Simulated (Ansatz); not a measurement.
# TiAl: 6 runs along one coordinate

System: TiAl (2 atoms in the cell).
Method: DFT PBE, scalar-relativistic, plane waves, PAW, no spin polarisation (Ansatz 0.2.0).

The 6 runs differ only in the geometry, by a shift of atoms along one path in a fixed cell. The shift s is measured from run 4: Al2 moves along the Cartesian direction (1.00, 0.00, 0.00), and Ti1 with it in fixed proportion. The structure derives from an entry of the Crystallography Open Database.

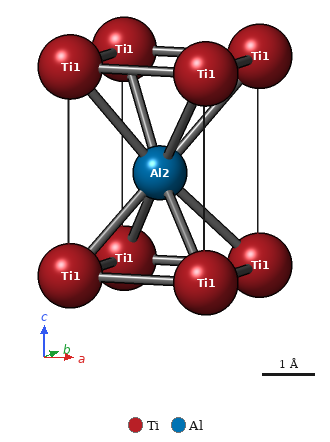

Figure 1. The structure of run 4 (ball-and-stick view of the cell of the calculation, seen slightly off an axis; atoms are numbered from 1 in the order of the input).

**Input of run 4**
```yaml
crystal:
  lattice:
    - [2.8220029273, 0.0, 0.0]
    - [0.0, 2.8220029273, 0.0]
    - [0.0, 0.0, 4.07684145]
  atoms:
    - { symbol: Ti, position: [0.0134227751, 0.0, 0.0121118584] }
    - { symbol: Al, position: [0.476187126, 0.5, 0.4785127773] }
basis:
  ecutwfc: 520.0
kpoints:
  mp_grid: { grid: [16, 16, 12] }
hamiltonian:
  xc: pbe
scf:
  occupations: { method: gaussian, width: 0.15 }
output:
  forces: true
  stress: true
  eigenvalues: true
```

Command:
```bash
ansatz run input.yaml --threads 1 --pin off --max-ram 2048MiB --backend cpu --events-out ev --progress --plain --runs-dir out
```

Lattice vectors (Å) and fractional positions of run 4:
```
   2.822003    0.000000    0.000000
   0.000000    2.822003    0.000000
   0.000000    0.000000    4.076841
Ti  0.013423  0.000000  0.012112
Al  0.476187  0.500000  0.478513
```

Run 2 differs from it as follows:
```diff
-    - { symbol: Ti, position: [0.0134227751, 0.0, 0.0121118584] }
-    - { symbol: Al, position: [0.476187126, 0.5, 0.4785127773] }
+    - { symbol: Ti, position: [0.0268455501, 0.0, 0.0121118584] }
+    - { symbol: Al, position: [0.4523742521, 0.5, 0.4785127773] }
```

**Results, with one run withheld**

| run | shift s of Al2 (Å) | free energy per atom, from the lowest run given (meV) | pressure (GPa) | force along the path (eV/Å) |
| --- | --- | --- | --- | --- |
| 1 | −0.1008 | 77.46 | 2.57 | 1.809 |
| 2 | −0.0672 | ? | ? | ? |
| 3 | −0.0336 | 28.22 | 1.50 | 1.112 |
| 4 | 0.0000 | 12.59 | 1.16 | 0.747 |
| 5 | 0.0336 | 3.15 | 0.95 | 0.375 |
| 6 | 0.0672 | 0.00 | 0.88 | 0.000 |

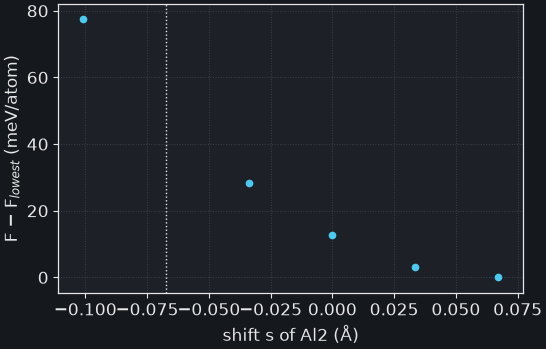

Figure 2. Free energy per atom of the runs given; the dotted line marks run 2.

Estimate the energy of run 2 from the others.

A cubic polynomial in the coordinate, fitted to the 5 runs given, misses them by at most 0.01 meV per atom. With x = s + 0.0067, it reads F = 15.222 − 410.29 x + 2722.6 x² + 573.25 x³ (meV per atom). At run 2 it gives 49.88 meV per atom, and the run itself gives 49.91. The slope of the fit gives a force −dF/ds of 1.467 eV/Å along the path (summed over the atoms that move), and the printed forces give 1.468 eV/Å. The fit has its minimum at s = 0.0669 Å.

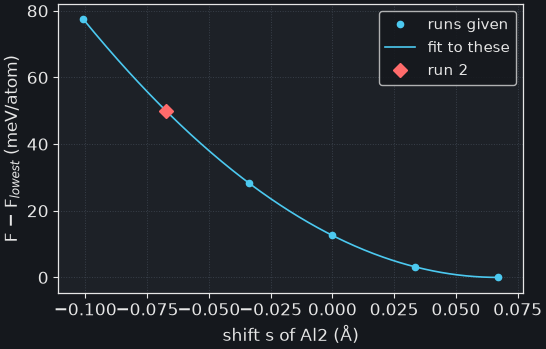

Figure 3. The fit and the withheld run.

**Output, shortened to warnings, some set-up lines, iterations and results (run 2)**
```
Basis set: ecut = 520 eV, 879 PW (Γ), exchange–correlation on 48×48×64 points (8 copies of the dense FFT grid, shifted against one another)
Symmetry: 2 space group operations
k-points: 882 of 3072 (time reversal used)
Initial density: superposition of atomic densities (neutral atoms: chi_scale 0, normalization atom), corrected by the library's trained network
[...]
SCF iter   1: F=—  HF=-3037.838653 eV  |F-HF|=—  |Δ(HF+E_count)|=         —  Δρ=3.29e-3  dr2=3.43e-3  ethr=1.77e-3  ⟨swp⟩=4.9  Hψ=52735  notcnv=0
SCF iter   2: F=—  HF=-3037.838324 eV  |F-HF|=—  |Δ(HF+E_count)|=   3.29e-4  Δρ=1.96e-3  dr2=1.54e-3  ethr=2.29e-5  ⟨swp⟩=1.0  Hψ=17641  notcnv=0
SCF iter   3: F=—  HF=-3037.838168 eV  |F-HF|=—  |Δ(HF+E_count)|=   1.56e-4  Δρ=2.96e-4  dr2=5.31e-5  ethr=1.03e-5  ⟨swp⟩=2.1  Hψ=12757  notcnv=0
SCF iter   4: F=—  HF=-3037.838183 eV  |F-HF|=—  |Δ(HF+E_count)|=   1.47e-5  Δρ=1.30e-4  dr2=1.42e-5  ethr=3.54e-7  ⟨swp⟩=2.1  Hψ=15363  notcnv=0
SCF iter   5: F=—  HF=-3037.838179 eV  |F-HF|=—  |Δ(HF+E_count)|=   3.71e-6  Δρ=4.54e-5  dr2=1.23e-6  ethr=9.46e-8  ⟨swp⟩=2.2  Hψ=12578  notcnv=0
SCF iter   6: F=-3037.838179 eV  HF=-3037.838179 eV  |F-HF|=3.55e-8  |Δ(HF+E_count)|=   2.83e-7  Δρ=9.73e-6  dr2=5.07e-8  ethr=6.67e-10  ⟨swp⟩=3.1  Hψ=37866  notcnv=0
SCF 1 converged in 6 iterations: F = -3037.838179 eV  dr2 = 5.07e-8
SCF converged after 6 iterations
Free energy (F): -3037.838179 eV
Harris-Foulkes:  -3037.838179 eV  (|F-HF|=3.55e-8)
Internal energy: -3037.817453 eV  (E = F + TS)
E sigma→0 (E₀):  -3037.827816 eV
Entropy (-TS):   -0.020727 eV (-10.363 meV/atom)
Fermi energy:    10.954548 eV
--- Per-component energies (eV) ---
  E_band       = -164.834443
  E_kinetic    = 296.922890
  E_local      = -1082.199008  (includes V_loc(G=0)·N_el)
  E_nonlocal   = 19.333654
  E_hartree    = 464.168221
  E_xc         = -137.846438
  E_vxc        = -151.749177  (∫ρ·V_xc dr)
  E_paw        = -1515.685519  (= ΣΔE_a)
  E_vpaw       = -175.477187  (= ΣTr[D̂ρ^β])
  E_aug_tail   = 0.000052  (compensation charges beyond the density's cutoff)
  E_ewald      = -1082.511304
  E_smearing   = -0.020727  (= −TS)
  E_closure    = 0.000000  (closes the sum)
  Σ components = -3037.838179   (vs F -3037.838179, Δ=0.00e0)
--- Forces (eV/Å), atoms counted from 1 ---
  atom   1  Ti    -0.93866620     0.00000000    -0.86910253
  atom   2  Al     0.93866311     0.00000000     0.86920833
  max |Σ_I F_I| component: 1.06e-4 eV/Å
--- Stress (GPa, compression-positive) ---
        0.981706       0.000000       2.315508
        0.000000       1.763130       0.000000
        2.315507       0.000000       3.171097
  P = ⅓ Tr σ = 1.9720 GPa (19.720 kbar)
```
